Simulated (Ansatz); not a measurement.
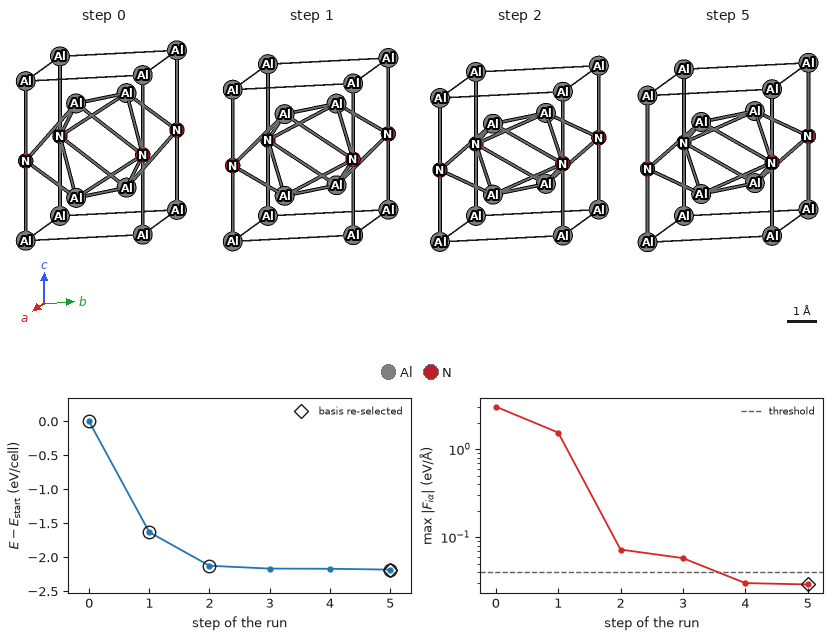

Frames of a relaxation of crystalline Al₅N (a generated structure, set up in P6/mmm) (coarse preliminary run), marked on the history of the run. A ball-and-stick model of the cell of the calculation, seen slightly off an axis.

These are results of Ansatz, DFT PBE, scalar-relativistic, plane waves, PAW, not measurements. Set-up: plane-wave cutoff 420 eV; k-point mesh 6 × 6 × 4; occupations gaussian; smearing width 0.1 eV; no spin polarisation; cell and atoms relaxed; force threshold 0.04 eV/Å; at most 70 steps.

**What happens along the run?**

The largest moves relative to the cell, 0.27 Å, are those of Al atoms. N stays in place. Cell: a = b 4.271 → 4.544 Å (+6.4 %), c 5.798 → 5.329 Å (−8.1 %). Volume +4.1 %. Some distances before and after: Al–Al 2.365 → 2.711 Å, Al–N 2.899 → 2.665 Å, Al–Al 2.466 → 2.624 Å, Al–N 3.004 → 2.932 Å. The space group stays P6/mmm (No. 191). After 4 accepted moves (5 points after the start) the energy has fallen by 2.180 eV per cell of the calculation. Largest force component: 3 eV/Å at the start, 0.029 eV/Å at the end. Pressure: 13.84 GPa at the start and 0.12 GPa at the end. At 1 point the geometry stayed and the basis and grid were re-selected for the new cell (energy shift of 12.7 meV per cell of the calculation at most each time). From step 0 to 1: Al atoms move most (0.15 Å), volume +0.7 %, energy −1.629 eV per cell of the calculation. From step 1 to 2: Al atoms move most (0.12 Å), volume −1.2 %, energy −0.494 eV per cell of the calculation. From step 2 to 5: volume +4.6 %, energy −56.9 meV per cell of the calculation.

```json
{"step": "0", "E − E(0), meV/atom": "0.00", "largest force component, eV/Å": "3.0442", "pressure, GPa": "13.84", "volume, Å³/atom": "15.264", "note": ""}
{"step": "1", "E − E(0), meV/atom": "-271.51", "largest force component, eV/Å": "1.5452", "pressure, GPa": "5.47", "volume, Å³/atom": "15.376", "note": ""}
{"step": "2", "E − E(0), meV/atom": "-353.89", "largest force component, eV/Å": "0.0722", "pressure, GPa": "3.67", "volume, Å³/atom": "15.185", "note": ""}
{"step": "3", "E − E(0), meV/atom": "-360.85", "largest force component, eV/Å": "0.0577", "pressure, GPa": "-0.32", "volume, Å³/atom": "15.945", "note": ""}
{"step": "4", "E − E(0), meV/atom": "-361.26", "largest force component, eV/Å": "0.0300", "pressure, GPa": "-0.03", "volume, Å³/atom": "15.886", "note": ""}
{"step": "5", "E − E(0), meV/atom": "-363.38", "largest force component, eV/Å": "0.0290", "pressure, GPa": "0.12", "volume, Å³/atom": "15.886", "note": "same geometry, new basis"}
```
